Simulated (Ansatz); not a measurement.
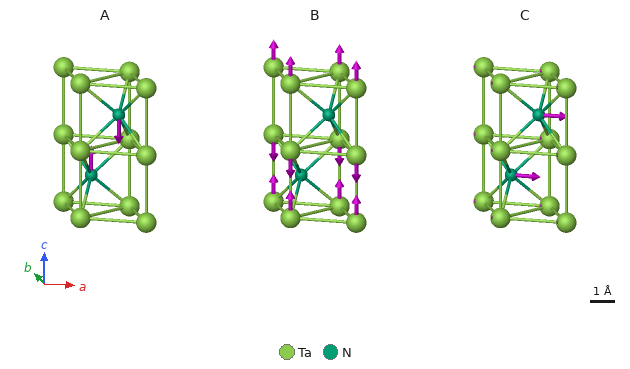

Modes of solid TaN relaxed at 7 GPa, space group P6₃/mmc (No. 194), at the zone centre (one member of each degenerate set). The purple arrows are the displacements of the atoms (eigenvector over the root of the mass), of arbitrary overall length and sign. A ball-and-stick model of the cell of the calculation, seen slightly off an axis.

Level of theory: Ansatz 0.2.0, DFT PBE, scalar-relativistic, plane waves, PAW.

The frequencies depend somewhat on the k-mesh and the smearing.

Give the symmetry species and the selection rules of each.

Answer. A is B₁g, silent by symmetry (neither infrared- nor Raman-active) (552 cm⁻¹). B is B₂u, silent by symmetry (neither infrared- nor Raman-active) (260 cm⁻¹). C is E₁u, infrared-active by symmetry (419 cm⁻¹). The crystal has a centre of inversion, so no mode is both. In a metal the free carriers screen the infrared response.
